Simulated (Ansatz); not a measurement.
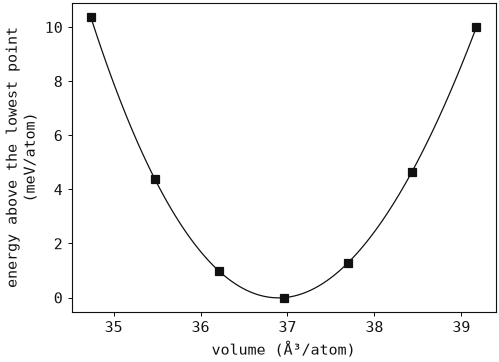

The plot gives the computed energy above the lowest point against volume for La, space group Fm-3m (No. 225) (one of a set of cubic test structures, which need not be the stable phase).

How it was computed, with Ansatz 0.2.0 development build: equation of state of a cubic crystal from periodic Kohn-Sham density functional theory without spin, third-order Birch-Murnaghan fit to the free energies; pressure corrected for the finite basis. Level: PBE.

structure type fcc; atoms in cell 1; space group number 225; lattice centring face-centred primitive; k mesh 36×36×36; occupation method Fermi–Dirac; occupation width 0.06123 eV; wave cutoff 420 eV; datasets soft-1 PAW; density tolerance 1e−07 eV; bands 10; density cutoff ratio 4; search for lower states default.

From this curve and the settings, what does the calculation give for the pressure at the same points?

The pressure falls from 1.600 GPa at volume 34.74 Å³/atom to −1.359 GPa at 39.17 Å³/atom, and changes sign near 36.90 Å³/atom.

```json
{"volume (Å³/atom)": "34.74", "pressure (GPa)": "1.600"}
{"volume (Å³/atom)": "35.48", "pressure (GPa)": "1.012"}
{"volume (Å³/atom)": "36.22", "pressure (GPa)": "0.470"}
{"volume (Å³/atom)": "36.96", "pressure (GPa)": "-0.040"}
{"volume (Å³/atom)": "37.69", "pressure (GPa)": "-0.510"}
{"volume (Å³/atom)": "38.43", "pressure (GPa)": "-0.950"}
{"volume (Å³/atom)": "39.17", "pressure (GPa)": "-1.359"}
```

Caveats: cubic model structure, not the ambient form.
